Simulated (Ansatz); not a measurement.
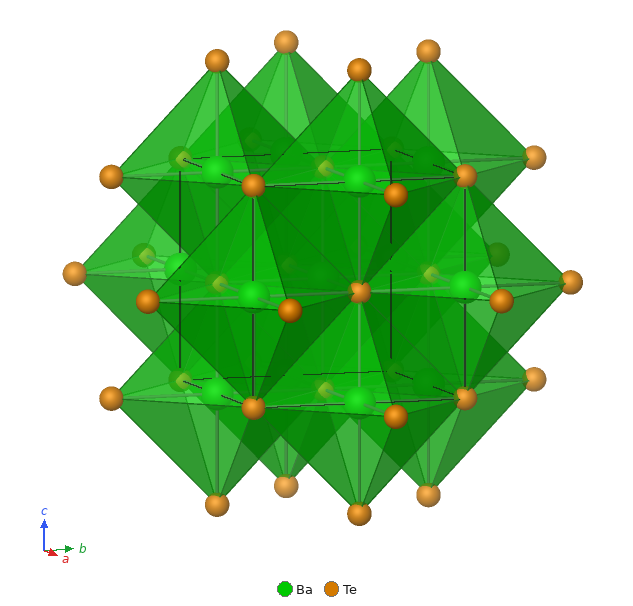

An orthographic polyhedral view of the structure, slightly off an axis. The conventional unit cell is drawn as a box. Some atoms of the next cells are drawn as well.

The composition is BaTe.

Which prototype does it follow?

Rock salt (NaCl type).

What is Ba bonded to?

Six Te in an octahedral arrangement.

What extended units do the bonds make?

The bonds build a three-dimensional framework.

What shapes are drawn, and how do they link up?

The polyhedra are BaTe6 octahedra; they share corners and edges.

The structure was taken from a structure type known for this compound. Earlier steps of the study, as a rule a relaxation of our own, may have changed the cell and positions, so they can lie some per cent off the listed ones. A calculation with Ansatz used it as input.
